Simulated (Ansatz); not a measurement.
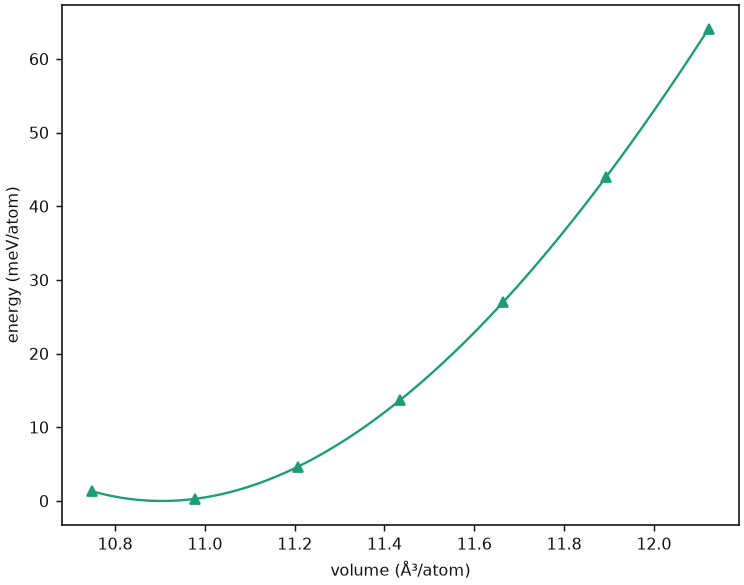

Plotted: energy against volume for Cu, space group P6_3/mmc (No. 194).

Structure:
```xyz
2
Lattice="2.5341 0.0000 0.0000 -1.2670 2.1946 0.0000 0.0000 0.0000 4.1126" Properties=species:S:1:pos:R:3 pbc="T T T"
Cu    1.2670    0.7315    3.0844
Cu    0.0000    1.4631    1.0281
```

Method: all-electron LAPW DFT, no spin polarisation; energies at scaled volumes of the given cell, shape and fractions fixed, counted from the fit's minimum, third-order Birch-Murnaghan fit (Ansatz 0.2.0). Level: LDA.

- k mesh: 12×12×7
- occupations: Fermi–Dirac
- smearing width: 0.05 eV
- potentials: all electron LAPW, scalar relativistic
- program settings: basis error eV/atom 0.001

This calculation gives: equilibrium volume 10.90 Å³/atom and bulk modulus 187 GPa.

Now the level changes from LDA to PBEsol. How do these quantities change?

The equilibrium volume rises from 10.90 to 11.34 Å³/atom (+4.0 %) and the bulk modulus falls from 187 to 166 GPa (−11 %).

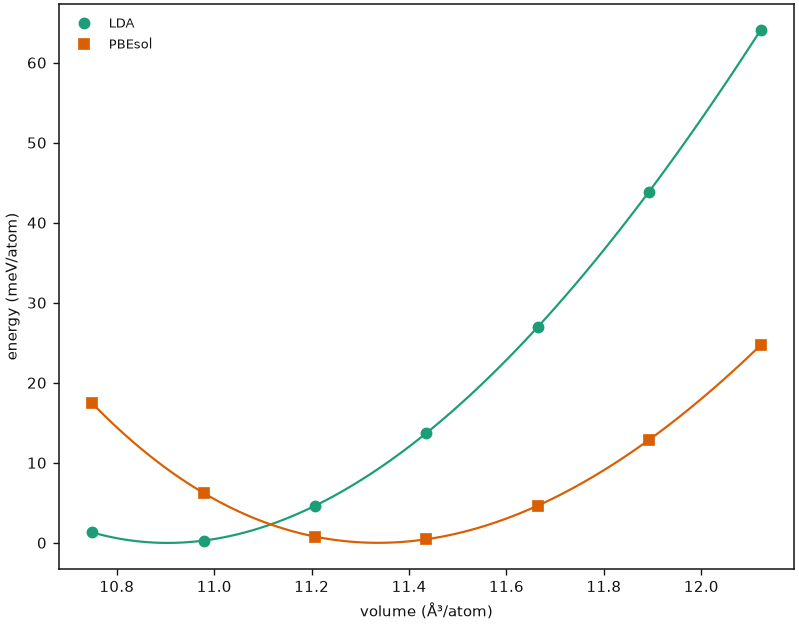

The two results together.

For both, limits of the calculation: shape and atomic fractions are frozen while scaling, which makes layered, chain and framework solids too stiff.

V0 and the bulk modulus come from third-order Birch–Murnaghan fits.
